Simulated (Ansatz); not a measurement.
Consider Ge2H.

```
Ge H
1.0
     3.96718    0.00000    0.00000
    -1.98359    3.43568    0.00000
     0.00000    0.00000    6.97441
Ge H
4 2
Cartesian
  1.9836 1.1452 0.5086
  0.0000 2.2905 3.9958
  1.9836 1.1452 2.9786
  0.0000 2.2905 6.4658
  0.0000 0.0000 1.7436
  0.0000 0.0000 5.2308
```

Space group P6₃/mmc; a structure from a database of computed crystals, not necessarily the ambient phase.

The calculation used Ansatz 0.2.0, DFT PBE, scalar-relativistic, plane waves, PAW.

Predict the valence pseudo-density and electron localisation function between the atoms.

Ge–Ge (2.47 Å): the density is about 0.47 e/Å³ at the midpoint; the ELF peaks at about 0.75 between the atoms.
Ge–H (2.60 Å): the density is about 0.17 e/Å³ at the midpoint; the ELF climbs to about 1 towards the hydrogen.

Does the calculation make it a metal, or give it a gap?

It is metallic or semimetallic at this level of theory: no gap opens.

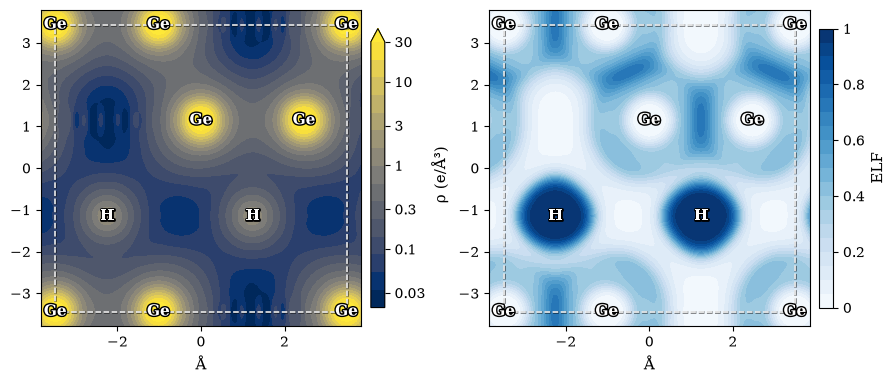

Computed valence pseudo-density and electron localisation function on the (110) plane of the conventional cell, in this order. 
